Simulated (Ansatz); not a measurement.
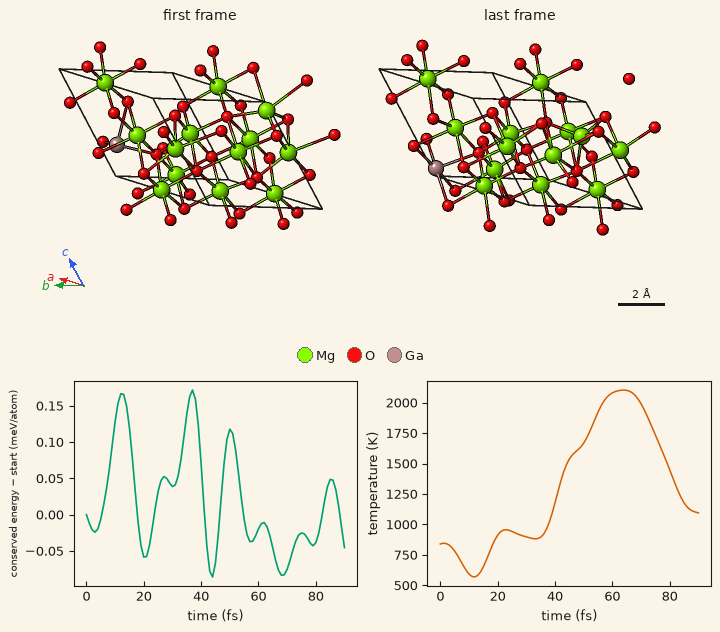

First-principles dynamics of MgO with an interstitial Ga (17 atoms in the cell), 90 fs long. It starts from the last geometry of an earlier run, with fresh velocities. The picture is a ball-and-stick view of the reduced simulation cell, seen from a free direction. Bonds to atoms that aren't drawn are left out. Lengths and directions refer to the drawn axes.

Theory: Ansatz, DFT PBE, scalar-relativistic, plane waves, PAW. Settings: plane-wave cutoff 420 eV; k-point mesh 2 × 2 × 2; Fermi-Dirac smearing 0.05 eV; spin collinear; low-accuracy preset; Nosé-Hoover thermostat (NVT); set temperature 840 K; time step 1 fs; thermostat time 100.0 fs.

> How well is the energy conserved, and can the run be trusted?

The conserved quantity stays between −0.086 and 0.17 meV per atom of its start. A straight-line fit has a slope that amounts to −0.089 meV per atom over 90 fs (under 0.1 % of the mean kinetic energy), and the ripple about it is 0.1 % of the kinetic energy's fluctuation. With a drift under 2 % and a ripple under 7 %, the integration is accurate. Over the second half the temperature averages 1709 K (spread ±331 K). That is above the set 840 K, because the structure releases potential energy faster than the thermostat removes it. The potential energy in the second half lies on average 125 meV per atom below the first frame.

Limits of the set-up: the k-point mesh is coarse for a cell with partly filled bands; the program's low-accuracy preset was used; the periodic images lie only 5.3 Å apart, so the values are limited by the cell's size.

Cost: 18 min on 1 thread of Intel(R) Xeon(R) Platinum 8259CL CPU @ 2.50GHz (Skylake/Cascade Lake) (shared host), peak memory 0.54 GiB.

PAW datasets: the set soft_1.
